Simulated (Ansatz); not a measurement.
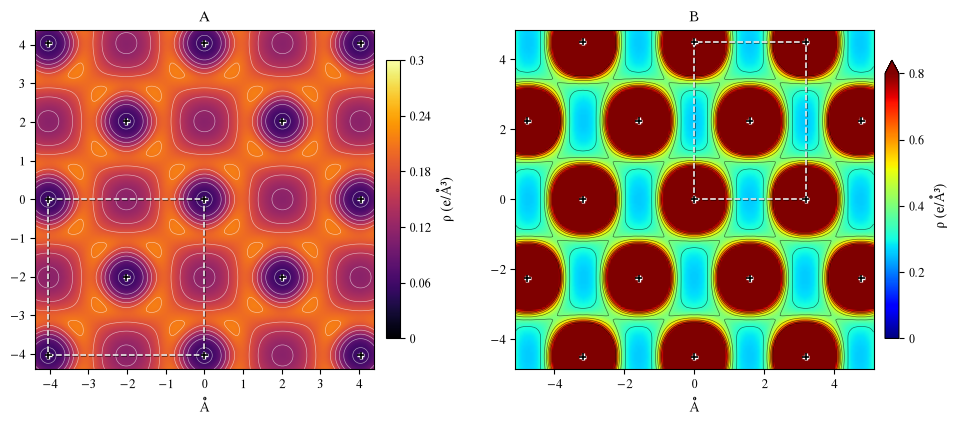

The valence pseudo-density of 2 systems, each on a plane through atoms (crosses mark nuclei in the plane).

Theory: DFT, PBE, PAW with Ansatz's earlier generated frozen-core files (soft_1), scalar-relativistic in Ansatz.

System 1: Al, the (100) plane of the conventional cell. Space group Fm-3m; a generated structure, not necessarily the stable one; computed without spin polarisation; PAW files of the earlier set (soft_1).

```yaml
crystal:
  lattice:
    - [4.03959, 0.00000, 0.00000]
    - [0.00000, 4.03959, 0.00000]
    - [0.00000, 0.00000, 4.03959]
  atoms:
    - { symbol: Al, position: [0.00000, 0.00000, 0.00000] }
    - { symbol: Al, position: [0.50000, 0.50000, 0.00000] }
    - { symbol: Al, position: [0.50000, 0.00000, 0.50000] }
    - { symbol: Al, position: [0.00000, 0.50000, 0.50000] }
```

System 2: W, the (110) plane of the conventional cell. Space group Im-3m; a generated structure, not necessarily the stable one; PAW files of the earlier set (soft_1).

```
W
1.0
     3.18470    0.00000    0.00000
     0.00000    3.18470    0.00000
     0.00000    0.00000    3.18470
W
2
Direct
  0.00000 0.00000 0.00000
  0.50000 0.50000 0.50000
```

**Match each panel to its system.**

Panel A is system 1, Al: the plane holds Al. Al–Al (2.86 Å): ρ is about 0.2 e/Å³ halfway. Panel B is system 2, W: the plane holds W. W–W (2.76 Å): ρ is about 0.4 e/Å³ halfway.
